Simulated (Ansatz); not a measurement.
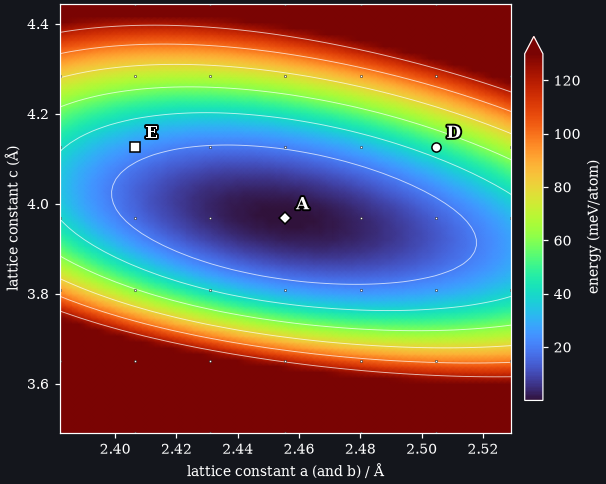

Co (P6_3/mmc, No. 194; 2 atoms in the cell). The energy is mapped over the lattice constants a and c of the conventional cell. First axis: lattice constant a (and b). Second axis: lattice constant c. Nothing is relaxed (symmetry fixes all fractional coordinates). Grid: 7 × 7 points. All energies are given in meV/atom relative to the lowest grid point. The electronic state followed may not be the lowest one. The calculation used DFT PBEsol, scalar-relativistic, plane waves, PAW (Ansatz 0.2.0). Settings: cutoff 520 eV, k-mesh 21×21×12 in the order of the run's cell vectors, gaussian smearing 0.15 eV, spin-polarised.

In the figure: a smooth colour map with a few white contour lines, dots at the grid points, one colour for all values above the top of the scale, lettered points. Between grid points the surface is interpolated.

Is E the lowest point of the computed grid?

Answer. No. E lies 26 meV/atom above the lowest grid point, which is at lattice constant a (and b) = 2.456 Å, lattice constant c = 3.967 Å.

What kind of point is each of A, D: minimum, saddle, maximum or slope?

Answer. A: minimum; D: on a slope. (In these two coordinates alone; a stationary point may lie a little off the grid point.)

Rank the lettered points by energy, lowest first.

Answer. A (0 meV/atom), E (26 meV/atom), D (47 meV/atom).

PAW datasets: the set soft_1.
